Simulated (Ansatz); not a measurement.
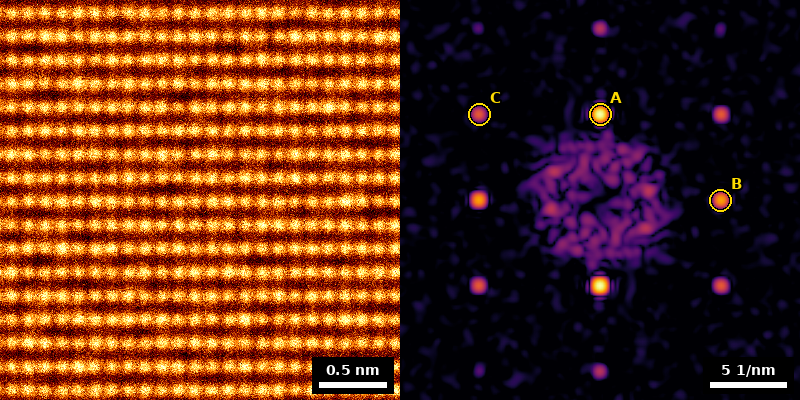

Integrated-DPC-like image of Be (Im-3m, No. 229) along [110]. Simulated as the projected potential of neutral atoms (B = 0.5 Å²) blurred by a 0.63 Å probe, the thin-sample limit of integrated differential phase contrast. Shot noise and the speckle of an amorphous layer were added. Structure used: coordinates from a relaxation with DFT, PBE, plane waves (420 eV) with PAW, scalar-relativistic (Ansatz); the starting structure was generated, so it need not be a known form of this composition.

The right panel is the modulus of the image's Fourier transform on a logarithmic scale.

a = 2.501 Å, b = 2.501 Å, c = 2.501 Å, α = 90.00°, β = 90.00°, γ = 90.00°

> Index the marked spots and give their plane spacings (the zone axis points at the viewer; indices equivalent by symmetry, or all signs reversed, are as good).

A: (1 -1 0), d = 1.77 Å; B: (002), d = 1.25 Å; C: (1 -1 -2), d = 1.02 Å. A and B enclose 90°, and every spot obeys the zone law hu + kv + lw = 0 for [110].
